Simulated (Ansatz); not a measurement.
# P chain started as a dimerised line: one chain at several levels of theory

Aim: how far do the period, the moment and the conductance of the P chain started as a dimerised line depend on the functional, the datasets and spin-orbit coupling, and at what cost?

Method: DFT PBE, plane waves, PAW; relaxation of a chain's period, in the first sound run; inputs show where later runs differ, in Ansatz 0.2.0.

## (1) The starting structure

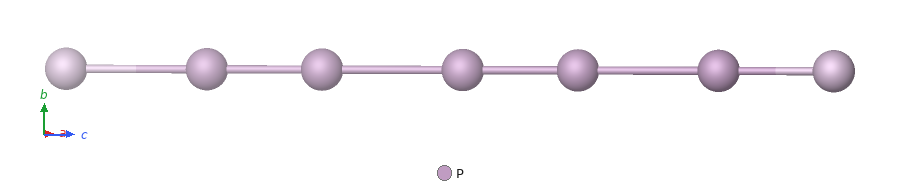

Start, viewed from the side, with the c axis across the page; phosphorus pink. 1×1×2 cells are drawn. Some periodic images of atoms are drawn too.

The cell holds 2 atoms: 2 P. Its edges and angles: a = 7.500 Å, b = 7.500 Å, c = 4.066 Å, α = 90.0°, β = 90.0°, γ = 90.0°. Vacuum lies along a and b. The structure's axis is c.

## (2) Relaxation of atoms and period, level PBE, cutoff 420 eV

Band widths follow the bond lengths, so the chain is relaxed first. The atoms and the third cell vector are free; the box across stays fixed as vacuum. Moments are seeded so that a magnetic state can form if it lies lower. A Fermi-Dirac smearing is set since the result may be a metal. The pressure printed is a third of the stress's trace over the whole box, vacuum included; only the stress along the axis is relaxed.

Input file input.yaml:

```yaml
crystal:
  lattice:
    - [7.5, 0.0, 0.0]
    - [0.0, 7.5, 0.0]
    - [0.0, 0.0, 4.066]
  atoms:
    - { symbol: P, position: [0.5, 0.5, 0.0], spin: 0.3 }
    - { symbol: P, position: [0.5, 0.5, 0.45], spin: 0.3 }
magnetization:
  spin_polarized: true
kpoints:
  mp_grid: { grid: [1, 1, 20] }
scf:
  occupations: { method: fermi_dirac, width: 0.05 }
hamiltonian:
  xc: pbe
relax:
  cell: { fix: [a, b, alpha, beta, gamma] }
  max_steps: 60
```

On the command line:

```bash
ansatz run input.yaml --threads 4 --pin off --max-ram 8192MiB --backend cpu --events-out ev --progress --plain --runs-dir out
```

Numbers of over 12 decimals in the logs are rounded to 6 here.

Log:

```text
Engine: ansatz 0.2.0, aarch64-unknown-linux-gnu
Pseudopotentials: kind: paw
Pseudopotential: P, paw, valence charge 5, recommended cutoff 420 eV (normal), P.paw.azcp
Functional definition: PBE
  parameter kappa = 0.804
  parameter beta = 0.066725
  exchange = pbe_x(kappa = kappa, mu = beta*pi^2/3)
  correlation = pbe_c(beta = beta)
Crystal: 2 atoms, lattice volume = 228.712 Å³
Basis set: ecut = 420 eV, 4469 PW (Γ), exchange–correlation on 108×108×60 points (8 copies of the dense FFT grid, shifted against one another)
Bands: 10, of which v1, the nominal top of the filled ones, is band 5 counted from 1 (4 counted from 0)
Symmetry: 16 space group operations
Space group: P4/mmm (ITA 123), of the structure as read, at distance tolerance 6.1e-5 Å
Magnetic group: BNS 123.339 (UNI 999), of the structure as read, at distance tolerance 6.1e-5 Å
k-points: 11 of 20
Non-local potential: P, projectors of the file, l = 0: 2, l = 1: 2, l = 2: 2
PAW form: soft (Blöchl's): semilocal exchange-correlation on the pseudo side does not see the compensation charge
PAW one-centre angular grid: P, 110 points (default); XC on 64 Gauss nodes
Initial density: superposition of atomic densities (neutral atoms: chi_scale 0, normalization atom)
Starting moments: Σ|m| = 0.6 μB on 2 of 2 sites
Initial wavefunctions: pseudopotential atomic-orbital guess
Functional: x = pbe(κ = 0.804, μ = 0.219515), c = pbe(β = 0.066725)
SCF iter   1: F=—  HF=-1508.853854 eV  |F-HF|=—  |Δ(HF+E_count)|=         —  Δρ=1.15e-2 (↑8.29e-3 ↓1.15e-2)  dr2=1.36e0  dr2_m=1.68e-2  M=0.212 μB ∫|m|=0.214 μB  β_m=0.30  ethr=3.10e-3  ⟨swp⟩=8.4  Hψ=2081  notcnv=0
preconditioner: auto → none  [insulator: Δε(μ)=0.259 eV  Ē_g=8.248 eV  σ=0.050 eV  W_gap=0.74  n_scr=10 (ndim 8)  ℏωp=6.9 eV  f_vac=0.596  D(μ)=1.72/eV (n_scr^D=4)  ε∞_Penn≈1.7]
SCF iter   2: F=—  HF=-1508.442945 eV  |F-HF|=—  |Δ(HF+E_count)|=   4.11e-1  Δρ=5.25e-3 (↑3.73e-3 ↓5.25e-3)  dr2=2.05e-1  dr2_m=5.80e-3  M=0.246 μB ∫|m|=0.247 μB  β_m=0.30  ethr=3.10e-3  ⟨swp⟩=3.0  Hψ=601  notcnv=0  defer=11
SCF iter   3: F=—  HF=-1508.375472 eV  |F-HF|=—  |Δ(HF+E_count)|=   6.75e-2  Δρ=1.98e-3 (↑1.88e-3 ↓1.98e-3)  dr2=1.51e-2  dr2_m=3.77e-3  M=0.216 μB ∫|m|=0.217 μB  β_m=0.30  ethr=2.05e-3  ⟨swp⟩=3.1  Hψ=421  notcnv=0  defer=11
SCF iter   4: F=—  HF=-1508.373208 eV  |F-HF|=—  |Δ(HF+E_count)|=   2.26e-3  Δρ=1.19e-3 (↑1.17e-3 ↓1.19e-3)  dr2=1.36e-3  dr2_m=2.53e-3  M=0.192 μB ∫|m|=0.193 μB  β_m=0.30  ethr=1.51e-4  ⟨swp⟩=2.7  Hψ=444  notcnv=0  defer=11
SCF iter   5: F=—  HF=-1508.374773 eV  |F-HF|=—  |Δ(HF+E_count)|=   1.56e-3  Δρ=1.02e-3 (↑1.02e-3 ↓8.37e-4)  dr2=5.45e-4  dr2_m=1.74e-3  M=0.171 μB ∫|m|=0.172 μB  β_m=0.30  ethr=1.36e-5  ⟨swp⟩=2.2  Hψ=421  notcnv=0  defer=11
SCF iter   6: F=—  HF=-1508.375737 eV  |F-HF|=—  |Δ(HF+E_count)|=   9.64e-4  Δρ=7.18e-4 (↑7.13e-4 ↓7.18e-4)  dr2=1.23e-5  dr2_m=1.07e-3  M=0.159 μB ∫|m|=0.160 μB  β_m=0.30  ethr=5.45e-6  ⟨swp⟩=2.6  Hψ=371  notcnv=0  defer=11
SCF iter   7: F=—  HF=-1508.376439 eV  |F-HF|=—  |Δ(HF+E_count)|=   7.03e-4  Δρ=5.90e-4 (↑5.90e-4 ↓5.88e-4)  dr2=8.98e-7  dr2_m=7.27e-4  M=0.146 μB ∫|m|=0.147 μB  β_m=0.30  ethr=1.23e-7  ⟨swp⟩=2.9  Hψ=373  notcnv=0  defer=11
SCF iter   8: F=—  HF=-1508.376944 eV  |F-HF|=—  |Δ(HF+E_count)|=   5.05e-4  Δρ=5.02e-4 (↑5.02e-4 ↓4.87e-4)  dr2=3.11e-6  dr2_m=5.12e-4  M=0.133 μB ∫|m|=0.134 μB  β_m=0.30  ethr=8.98e-9  ⟨swp⟩=3.2  Hψ=403  notcnv=0  defer=11
Mixer restart at iter 8: flushing history
spin-set hold released at iteration 8 (site moments contracting): the magnetisation degrees of freedom join the quasi-Newton model from the next iteration; the mixer history was flushed
SCF iter   9: F=—  HF=-1508.377306 eV  |F-HF|=—  |Δ(HF+E_count)|=   3.62e-4  Δρ=4.28e-4 (↑4.28e-4 ↓4.11e-4)  dr2=4.29e-6  dr2_m=3.68e-4  M=0.122 μB ∫|m|=0.124 μB  β_m=0.40  ethr=8.98e-9  ⟨swp⟩=2.9  Hψ=386  notcnv=0  defer=11
SCF iter  10: F=—  HF=-1508.378157 eV  |F-HF|=—  |Δ(HF+E_count)|=   8.51e-4  Δρ=2.07e-4 (↑2.06e-4 ↓2.07e-4)  dr2=3.54e-7  dr2_m=8.93e-5  M=0.082 μB ∫|m|=0.083 μB  β_m=0.78  ethr=8.98e-9  ⟨swp⟩=4.0  Hψ=505  notcnv=0  defer=11
SCF iter  11: F=—  HF=-1508.378576 eV  |F-HF|=—  |Δ(HF+E_count)|=   4.19e-4  Δρ=8.09e-5 (↑7.37e-5 ↓8.09e-5)  dr2=2.74e-6  dr2_m=1.23e-5  M=0.036 μB ∫|m|=0.037 μB  β_m=0.89  ethr=3.54e-9  ⟨swp⟩=4.5  Hψ=548  notcnv=0  defer=11
SCF iter  12: F=—  HF=-1508.378675 eV  |F-HF|=—  |Δ(HF+E_count)|=   9.91e-5  Δρ=3.69e-5 (↑3.69e-5 ↓1.79e-5)  dr2=9.13e-6  dr2_m=7.68e-7  M=0.009 μB ∫|m|=0.009 μB  β_m=0.73  ethr=3.54e-9  ⟨swp⟩=4.4  Hψ=544  notcnv=0  defer=11
SCF iter  13: F=—  HF=-1508.378679 eV  |F-HF|=—  |Δ(HF+E_count)|=   3.80e-6  Δρ=7.52e-6 (↑7.52e-6 ↓5.25e-6)  dr2=1.27e-7  dr2_m=6.35e-8  M=-0.000 μB ∫|m|=0.000 μB  β_m=0.72  ethr=3.54e-9  ⟨swp⟩=4.0  Hψ=501  notcnv=0  defer=11
SCF iter  14: F=—  HF=-1508.378679 eV  |F-HF|=—  |Δ(HF+E_count)|=   9.92e-8  Δρ=2.11e-6 (↑1.60e-6 ↓2.11e-6)  dr2=1.00e-8  dr2_m=6.25e-9  M=0.000 μB ∫|m|=0.000 μB  β_m=0.74  ethr=1.00e-9  ⟨swp⟩=5.2  Hψ=728  notcnv=0
SCF iter  15: F=—  HF=-1508.378679 eV  |F-HF|=—  |Δ(HF+E_count)|=   9.66e-9  Δρ=8.89e-7 (↑8.32e-7 ↓8.89e-7)  dr2=5.34e-11  dr2_m=1.55e-9  M=0.000 μB ∫|m|=0.000 μB  β_m=0.87  ethr=1.00e-10  ⟨swp⟩=4.5  Hψ=646  notcnv=0
SCF iter  16: F=—  HF=-1508.378679 eV  |F-HF|=—  |Δ(HF+E_count)|=   1.28e-8  Δρ=1.99e-7 (↑1.99e-7 ↓1.30e-7)  dr2=1.36e-10  dr2_m=3.92e-11  M=0.000 μB ∫|m|=0.000 μB  β_m=0.94  ethr=1.00e-12  ⟨swp⟩=4.0  Hψ=601  notcnv=0
SCF iter  17: F=-1508.378679 eV  HF=-1508.378679 eV  |F-HF|=4.55e-13  |Δ(HF+E_count)|=  2.33e-10  Δρ=1.73e-8 (↑1.73e-8 ↓1.58e-8)  dr2=1.15e-12  dr2_m=3.93e-13  M=0.000 μB ∫|m|=0.000 μB  ethr=1.00e-12  ⟨swp⟩=3.0  Hψ=489  notcnv=0
WARN: the starting moments were not kept: the SCF closed with an absolute magnetisation of 2.1e-6 μB, where they sum to 0.6 μB in size (2 sites). That is at most 0.1 of that sum. Measured as dr2_m measures the in/out step, that magnetisation stands 5.0e-13 eV from none, at or under the dr2_threshold of 1.0e-7 eV: it is no larger than a step whose dr2_m would equal this threshold. The system may hold no moment; this S [...]
SCF 1 converged in 17 iterations: F = -1508.378679 eV  dr2 = 1.15e-12
  greatest PAW one-centre occupation: 0.826 electrons in one spin orbital (limit 2), on the P atom at site 1 (counted from 0), in its partial waves of l = 0
[...]
the starting moments were not kept: the SCF closed with an absolute magnetisation of 3.7e-6 μB, where they sum to 0.6 μB in size (2 sites). That is at most 0.1 of that sum. Measured as dr2_m measures the in/out step, that magnetisation stands 1.2e-12 eV from none, at or under the dr2_threshold of 2.0e-7 eV: it is no larger than a step whose dr2_m would equal this threshold.
SCF 3 converged in 9 iterations: F = -1508.972075 eV  dr2 = 1.73e-13
  greatest PAW one-centre occupation: 0.827 electrons in one spin orbital (limit 2), on the P atom at site 1 (counted from 0), in its partial waves of l = 0
relax step   3: F+E_penalty+E_count = -1508.97207471 eV  Δ(F+E_penalty+E_count) = -4.107e-2 eV  max|allowed force component| = 1.540e-2 eV/Å  Δτ_max = 0.0540 Å  P = -0.684 GPa  Ω = 244.374 Å³  energy of the carried Pulay correction = -3.542e-4 eV  fix = [a, b, alpha, beta, gamma]  reactions: a +0.087, b +0.087 GPa  (9 SCF iters, dr2 threshold 2.00e-7 eV, accepted)
[...]
relax step   4: F+E_penalty+E_count = -1509.01348345 eV  Δ(F+E_penalty+E_count) = -4.141e-2 eV  max|allowed force component| = 3.536e-3 eV/Å  Δτ_max = 0.0027 Å  P = +0.145 GPa  Ω = 235.252 Å³  energy of the carried Pulay correction = -1.508e-4 eV  fix = [a, b, alpha, beta, gamma]  reactions: a +0.087, b +0.087 GPa  (9 SCF iters, dr2 threshold 2.00e-7 eV, accepted)
[...]
relax step   5: F+E_penalty+E_count = -1509.01437174 eV  Δ(F+E_penalty+E_count) = -8.883e-4 eV  max|allowed force component| = 3.346e-4 eV/Å  Δτ_max = 0.0001 Å  P = +0.105 GPa  Ω = 235.990 Å³  energy of the carried Pulay correction = -1.675e-4 eV  fix = [a, b, alpha, beta, gamma]  reactions: a +0.087, b +0.087 GPa  (8 SCF iters, dr2 threshold 1.69e-7 eV, accepted)
[...]
relax step   6: F+E_penalty+E_count = -1509.01476472 eV  Δ(F+E_penalty+E_count) = -3.930e-4 eV  max|allowed force component| = 4.531e-5 eV/Å  Δτ_max = 0.0000 Å  P = +0.076 GPa  Ω = 236.675 Å³  energy of the carried Pulay correction = -1.830e-4 eV  fix = [a, b, alpha, beta, gamma]  reactions: a +0.087, b +0.087 GPa  (8 SCF iters, dr2 threshold 4.88e-8 eV, accepted)
[...]
relax step   7: F+E_penalty+E_count = -1509.01483103 eV  Δ(F+E_penalty+E_count) = -6.631e-5 eV  max|allowed force component| = 2.905e-5 eV/Å  Δτ_max = 0.0000 Å  P = +0.059 GPa  Ω = 237.103 Å³  energy of the carried Pulay correction = -1.927e-4 eV  fix = [a, b, alpha, beta, gamma]  reactions: a +0.087, b +0.087 GPa  (8 SCF iters, dr2 threshold 7.21e-9 eV, accepted)
Initial wavefunctions: pseudopotential atomic-orbital guess (no wavefunctions were taken with the density)
iter 1 solved again at ethr=1.82e-7 eV; its pass at ethr=3.10e-3 eV (dr2=1.82e-5 eV) is discarded
SCF iter   1: F=—  HF=-1509.015272 eV  |F-HF|=—  |Δ(HF+E_count)|=         —  Δρ=1.26e-5 (↑1.26e-5 ↓1.26e-5)  dr2=1.38e-7  dr2_m=1.98e-12  M=-0.000 μB ∫|m|=0.000 μB  β_m=0.30  ethr=1.82e-7  ⟨swp⟩=4.2  Hψ=2648  notcnv=0
preconditioner: auto → LDOS  [metal: Δε(μ)=0.013 eV  Ē_g=8.082 eV  σ=0.050 eV  W_gap=0.07  n_scr=10 (ndim 8)  ℏωp=7.0 eV  f_vac=0.626  D(μ)=2.99/eV (n_scr^D=10)]
spin=Collinear: LDOS preconditioning applied to the charge; magnetization (m = ρ↑ − ρ↓) channel mixes plain (no charge-response kernel on spin).
SCF iter   2: F=—  HF=-1509.015232 eV  |F-HF|=—  |Δ(HF+E_count)|=   4.05e-5  Δρ=8.85e-6 (↑8.85e-6 ↓8.85e-6)  dr2=6.84e-8  dr2_m=1.47e-12  M=-0.000 μB ∫|m|=0.000 μB  β_m=0.65  ethr=1.38e-9  ⟨swp⟩=2.5  Hψ=325  notcnv=0
SCF iter   3: F=—  HF=-1509.015233 eV  |F-HF|=—  |Δ(HF+E_count)|=   9.61e-7  Δρ=4.29e-7 (↑4.29e-7 ↓4.25e-7)  dr2=1.51e-9  dr2_m=7.34e-13  M=-0.000 μB ∫|m|=0.000 μB  β_m=0.51  ethr=6.84e-10  ⟨swp⟩=2.0  Hψ=334  notcnv=0
SCF iter   4: F=—  HF=-1509.015233 eV  |F-HF|=—  |Δ(HF+E_count)|=   6.04e-7  Δρ=2.32e-7 (↑2.32e-7 ↓2.26e-7)  dr2=3.39e-10  dr2_m=6.36e-13  M=-0.000 μB ∫|m|=0.000 μB  β_m=0.76  ethr=1.51e-11  ⟨swp⟩=2.8  Hψ=356  notcnv=0
SCF iter   5: F=—  HF=-1509.015233 eV  |F-HF|=—  |Δ(HF+E_count)|=  1.33e-10  Δρ=8.09e-8 (↑8.09e-8 ↓7.19e-8)  dr2=5.78e-11  dr2_m=4.03e-13  M=-0.000 μB ∫|m|=0.000 μB  β_m=0.81  ethr=3.39e-12  ⟨swp⟩=2.4  Hψ=325  notcnv=0
SCF iter   6: F=-1509.015233 eV  HF=-1509.015233 eV  |F-HF|=2.50e-12  |Δ(HF+E_count)|=  3.30e-11  Δρ=2.22e-8 (↑2.22e-8 ↓1.22e-8)  dr2=3.37e-12  dr2_m=2.27e-13  M=-0.000 μB ∫|m|=0.000 μB  ethr=1.00e-12  ⟨swp⟩=6.9  Hψ=906  notcnv=0
the starting moments were not kept: the SCF closed with an absolute magnetisation of 4.3e-6 μB, where they sum to 0.6 μB in size (2 sites). That is at most 0.1 of that sum. Measured as dr2_m measures the in/out step, that magnetisation stands 1.8e-12 eV from none, at or under the dr2_threshold of 2.0e-11 eV: it is no larger than a step whose dr2_m would equal this threshold.
SCF 8 converged in 6 iterations: F = -1509.015233 eV  dr2 = 3.37e-12
relax step   8: F+E_penalty+E_count = -1509.01523315 eV  Δ(F+E_penalty+E_count) = -4.021e-4 eV  max|allowed force component| = 3.011e-5 eV/Å  Δτ_max = 0.0000 Å  P = +0.063 GPa  Ω = 237.103 Å³  fix = [a, b, alpha, beta, gamma]  reactions: a +0.089, b +0.089 GPa  stress off target by 1.18e-2 GPa on what of the cell is left free  SCF on the basis re-selected at this cell (its energy is not comparable with the rows above)  (6 SCF iters)
basis re-selected at this cell: Δ(F+E_penalty+E_count) = -4.021e-4 eV, ΔP = +0.004 GPa vs the last step (what re-selecting the basis moved, of the pressure what is left beyond the Pulay correction that the steps carried, after the strain that the cell walked since its last selection, with what the two solves' SCF thresholds leave and, on support functions, any second-order correction that the steps lacked; it is no m [...]
SCF converged after 6 iterations
Magnetization: -0.0000 μB (5.0000 up, 5.0000 down)
Absolute magnetization: 0.0000 μB (∫|ρ↑−ρ↓|, with the PAW one-centre terms)
Spin contamination: 0.0000 ħ² per cell (⟨S²⟩ above its minimum at these occupations)
Per-site moments (μB) at R_I (Å): [(-9.529850200355576e-7, 0.869376), (-9.529850200386412e-7, 0.869376)]
Free energy (F): -1509.015233 eV
Harris-Foulkes:  -1509.015233 eV  (|F-HF|=2.50e-12)
Internal energy: -1508.994431 eV  (E = F + TS)
E sigma→0 (E₀):  -1509.004832 eV
Entropy (-TS):   -0.020803 eV (-10.401 meV/atom)
Fermi energy:    -3.511634 eV
--- Per-component energies (eV) ---
  E_band       = -87.113352
  E_kinetic    = 135.643708
  E_local      = -643.129517  (includes V_loc(G=0)·N_el)
  E_nonlocal   = 68.332006
  E_hartree    = 241.732268
  E_xc         = -119.205265
  E_vxc        = -116.323062  (∫ρ·V_xc dr)
  E_paw        = -1138.699158  (= ΣΔE_a)
  E_vpaw       = -15.100987  (= ΣTr[D̂ρ^β])
  E_aug_tail   = 0.000007  (compensation charges beyond the density's cutoff)
  E_ewald      = -53.668480
  E_smearing   = -0.020803  (= −TS)
  E_closure    = -0.000000  (closes the sum)
  Σ components = -1509.015233   (vs F -1509.015233, Δ=0.00e0)
--- Forces (eV/Å), atoms counted from 1 ---
  atom   1  P      0.00000000     0.00000000     0.00003011
  atom   2  P      0.00000000     0.00000000    -0.00003011
  max |Σ_I F_I| component: 0.00e0 eV/Å
--- Stress (GPa, compression-positive) ---
        0.088769       0.000000       0.000000
        0.000000       0.088769       0.000000
        0.000000       0.000000       0.011774
  P = ⅓ Tr σ = 0.0631 GPa (0.631 kbar)
--- Relaxed structure (7 steps of the walk, 7 accepted, 1 SCFs on fresh bases) ---
  F+E_penalty+E_count = -1509.01523315 eV   max|allowed force component| = 3.011e-5 eV/Å   (the final SCF, on the basis selected at the relaxed cell)
  cell:  # Å, volume = 237.1028 Å³
    - [7.5, 0.0, 0.0]
    - [0.0, 7.5, 0.0]
    - [0.0, 0.0, 4.215161]
  atoms:
    - { symbol: P, position: [0.5, 0.5, -0.025000] }
    - { symbol: P, position: [0.5, 0.5, 0.475000] }
```

Wall time 8.8 s (4 threads of Arm Neoverse V2, shared host); peak memory 0.45 GiB.

Step by step:

```
step  energy less that of the first step (eV)  largest force component (eV/Å)  pressure (GPa)  volume (Å³)
   1                                   0.0000                          6.1876            2.81       228.71
   2                                  -0.5523                          1.4750            0.69       236.62
   3                                  -0.5934                          0.0154           -0.68       244.37
   4                                  -0.6348                          0.0035            0.14       235.25
   5                                  -0.6357                          0.0003            0.10       235.99
   6                                  -0.6361                          0.0000            0.08       236.67
   7                                  -0.6362                          0.0000            0.06       237.10
  8*                                  -0.6366                          0.0000            0.06       237.10
```

Relaxation steps marked * repeat the geometry before them on a plane-wave basis chosen anew for their cell, so energy and pressure can jump there.

The run keeps the 16 symmetry operations that it works with, so distortions that break them were not tested.

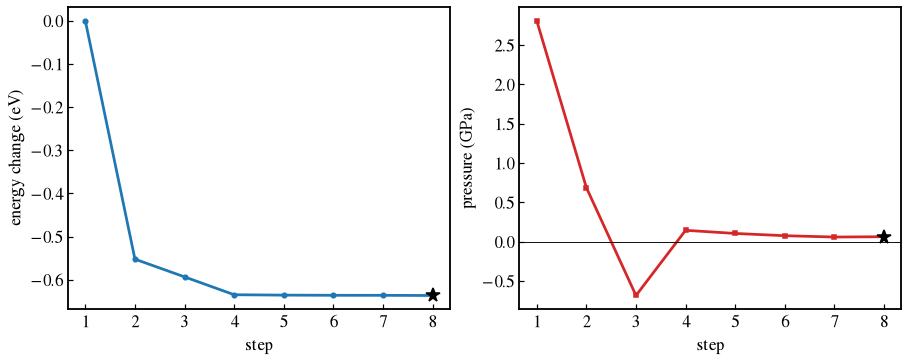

Energy and pressure along the relaxation. Stars mark steps on a basis chosen anew.

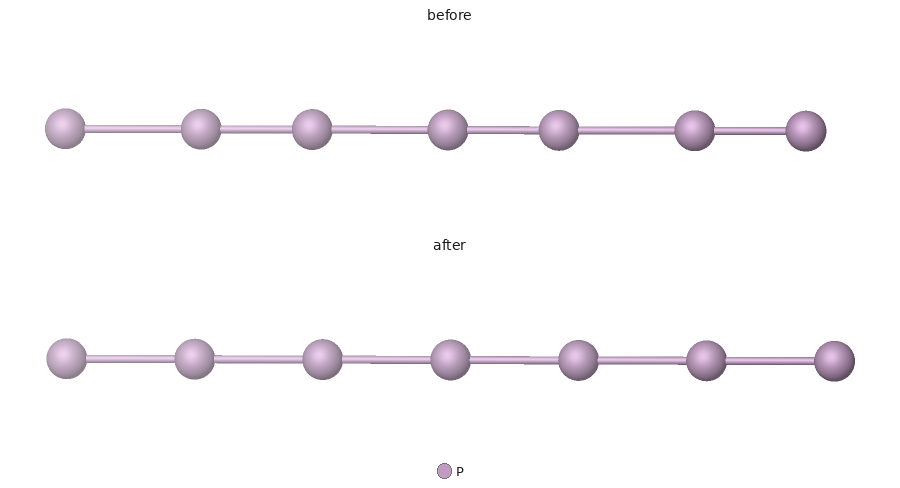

The structure before and after the relaxation, drawn at the same scale.

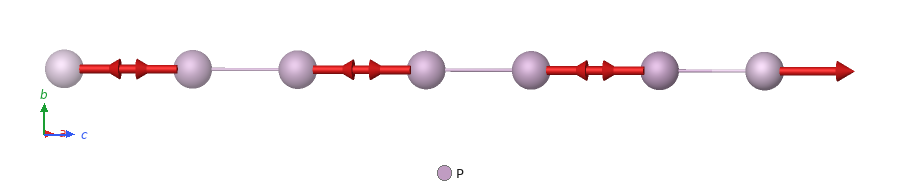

Displacements in the relaxation, exaggerated, measured against the changing cell; the longest in the cell stands for 0.11 Å. 1×1×2 cells are drawn. Some periodic images of atoms are drawn too.

```
cell as run  before  after  change
      c (Å)   4.066  4.215  +3.7 %
```

The atoms that moved most (Å, along periodic axes as changes of fractional coordinates times the final cell, across vacuum about the mean position):

```
atom     dx     dy      dz  length
  P1  0.000  0.000  -0.105   0.105
  P2  0.000  0.000   0.105   0.105
```

The relaxed structure:

```xyz
2
Lattice="7.5000 0.0000 0.0000 0.0000 7.5000 0.0000 0.0000 0.0000 4.2152" Properties=species:S:1:pos:R:3
P     3.7500    3.7500   -0.1054
P     3.7500    3.7500    2.0022
```

Numbers from this step:

```yaml
energy_at_zero_smearing: -1509.0048 eV
cell_length_along_the_wire: 4.215 Å
```

The cell's length comes to 4.215 Å with no moment. The two atoms stand evenly on a line, so the true period is half of it.

[end of part 1 of 4]

[Logs are printed without paths, hosts, clocks, repeated set-up lines and the standing remarks that a program may print on its own settings, such as how far it seeks lower states.]

[Hosts, paths, dates, database ids (printed as entryN), source tags and the programs' standing remarks are cut or masked in the printed files.]
